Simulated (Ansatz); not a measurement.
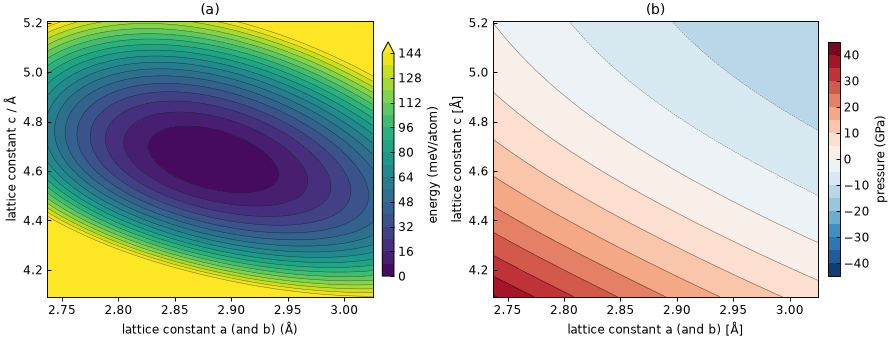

TiAl (P-6m2, No. 187; 2 atoms in the cell). 
- The energy is mapped over the lattice constants a and c of the conventional cell.
- First axis: lattice constant a (and b). Second axis: lattice constant c.
- Nothing is relaxed (symmetry fixes all fractional coordinates).
- The grid has 9 × 9 points.
- All energies are given in meV/atom relative to the lowest grid point.
- These are results of DFT PBE, scalar-relativistic, plane waves, PAW (Ansatz 0.2.0), not measurements. Settings: cutoff 520 eV, k-mesh 18×18×10 in the order of the run's cell vectors, gaussian smearing 0.15 eV, no spin polarisation.

Panel (a) is the energy and panel (b) the computed pressure on the same grid.

In the figure: filled contours, one colour for all values above the top of the scale. Between grid points the surface is interpolated.

How does the pressure vary over the map, and what is it at the lowest grid point?

It runs from −14.6 GPa at lattice constant a (and b) = 3.025 Å, lattice constant c = 5.206 Å to 40.5 GPa at lattice constant a (and b) = 2.737 Å, lattice constant c = 4.091 Å. At the lowest grid point, lattice constant a (and b) = 2.881 Å, lattice constant c = 4.648 Å, it is 0.0 GPa.

PAW datasets: the set soft_1.
